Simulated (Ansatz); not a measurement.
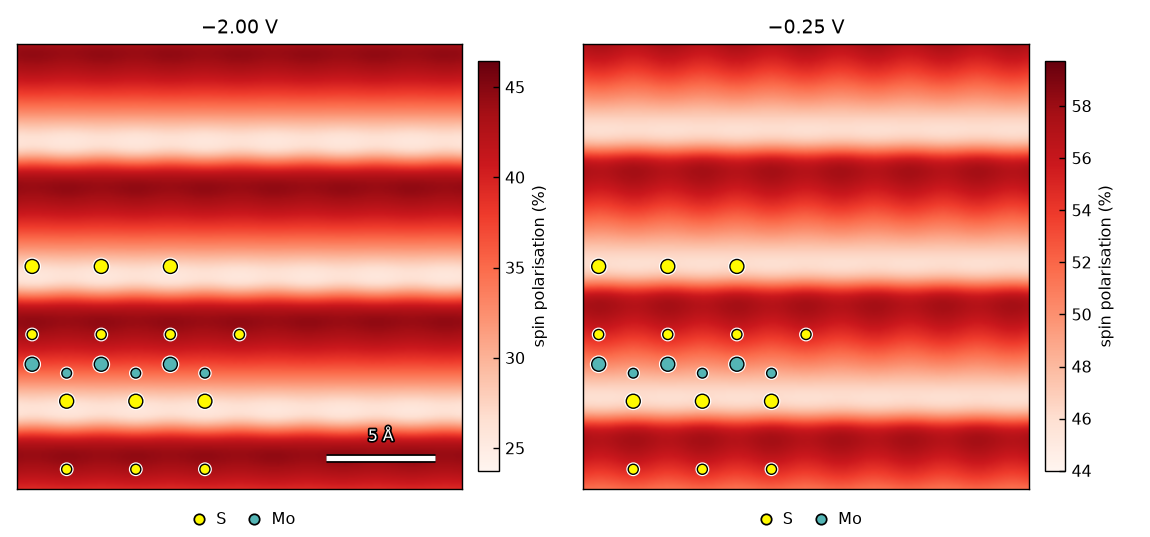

Spin polarisation (up minus down, over the sum) of the tunnelling density 4.4 Å above MoS2(101) (R-3m bulk, 15 atomic planes (those closer than 0.6 Å count as one), 13 Å, Mo-terminated).

Images follow the Tersoff–Hamann model: the current is the local density of the sample's states between the Fermi level and the bias, at the tip's centre. Bias windows are sharp sums over the levels of the k mesh.

Theory: DFT PBE, scalar-relativistic, plane waves, PAW (Ansatz 0.2.0). Cutoff 420 eV, 19 × 10 k-points, Gaussian smearing 0.05 eV, dipole correction. The slab is a cut without reconstruction beyond its cell, at the source's lattice constants, with its lower half held fixed and the rest relaxed. Its faces differ (Mo on top, S below), so the slab is asymmetric; states at the Fermi level may come from the unlike faces. Collinear spin; the stability of this spin state wasn't checked. The run warns that the functional's potential is rough in the thin density of the vacuum, where the tip is; weak contrasts and barriers may feel it.

```yaml
crystal:
  lattice:
    - [3.17100, 0.00000, 0.00000]
    - [-1.58550, 6.18314, 0.00000]
    - [0.00000, 0.00000, 32.90056]
  atoms:
    - { symbol: S, position: [0.63322, 0.26644, 0.30395] }
    - { symbol: S, position: [0.89966, 0.79931, 0.34522] }
    - { symbol: Mo, position: [0.53288, 0.06575, 0.36586] }
    - { symbol: S, position: [0.16610, 0.33219, 0.38650] }
    - { symbol: S, position: [0.43253, 0.86507, 0.42777] }
    - { symbol: Mo, position: [0.06575, 0.13151, 0.44841] }
    - { symbol: S, position: [0.69897, 0.39794, 0.46904] }
    - { symbol: S, position: [0.94846, 0.89686, 0.51071] }
    - { symbol: Mo, position: [0.58543, 0.17068, 0.52477] }
    - { symbol: S, position: [0.21253, 0.42501, 0.55663] }
    - { symbol: S, position: [0.51693, 0.03450, 0.59778] }
    - { symbol: Mo, position: [0.14543, 0.29143, 0.62842] }
    - { symbol: S, position: [0.78896, 0.57852, 0.63650] }
    - { symbol: S, position: [0.04156, 0.08348, 0.69317] }
    - { symbol: Mo, position: [0.67870, 0.35774, 0.69303] }
```

The last single point, restarted from the relaxation's density, took 12 min on 4 threads of Intel(R) Xeon(R) Platinum 8259CL CPU @ 2.50GHz (Skylake/Cascade Lake), on a shared host, peak memory 5.9 GiB.

> What would a spin-polarised tip see, and which atoms carry the moments?

At −2.00 V the plane average is +37 %, from +26 % over the top S atoms to +44 % over the sites above the S atoms 1.9 Å below the top plane. At −0.25 V the plane average is +52 %, from +46 % over points 1.4 Å to the side of the top S atoms to +58 % over points 1.9 Å to the side of the top S atoms. Plane averages at the other biases: +43 % at −1.00 V, +48 % at −0.50 V, +10 % at +0.25 V, +3 % at +0.50 V, −2 % at +1.00 V and −5 % at +1.50 V. The cell's net moment is 0.2 μB; by Löwdin projection the uppermost moment is +0.3 μB on one Mo atom (at the top). So small a moment depends on the k mesh and the functional.
